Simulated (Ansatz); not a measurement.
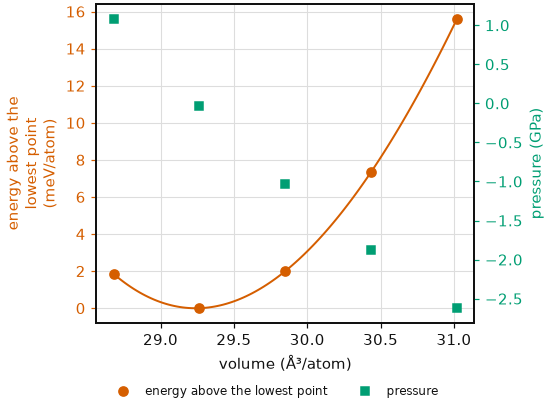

The plot gives the computed energy above the lowest point and pressure against volume for Au, space group Fd-3m (No. 227) (one of a set of cubic test structures, which need not be the stable phase).

Computed with Ansatz 0.2.0 development build: equation of state of a cubic crystal from periodic Kohn-Sham density functional theory without spin, third-order Birch-Murnaghan fit to the free energies; pressure corrected for the finite basis. Level: PBE, no spin-orbit coupling.

| setting | value |
| --- | --- |
| structure type | diamond |
| atoms in cell | 2 |
| space group number | 227 |
| lattice centring | face-centred primitive |
| k mesh | 16×16×16 |
| occupation method | Fermi–Dirac |
| occupation width | 0.06123 eV |
| wave cutoff | 700 eV |
| datasets | hard PAW |
| density tolerance | 1e−09 eV |
| bands | 38 |
| density cutoff ratio | 4 |
| search for lower states | default |

Q: How stiff is the solid, and where is its volume at rest?

A: A third-order Birch–Murnaghan fit gives V0 = 29.24 Å³/atom, B0 = 52.9 GPa and B′ = 5.9.

Q: What does the pressure do across the range?

A: It falls from 1.084 GPa at volume 28.68 Å³/atom to −2.623 GPa at 31.02 Å³/atom, and changes sign near 29.24 Å³/atom.

Limits of the calculation: cubic model structure, not the ambient form.
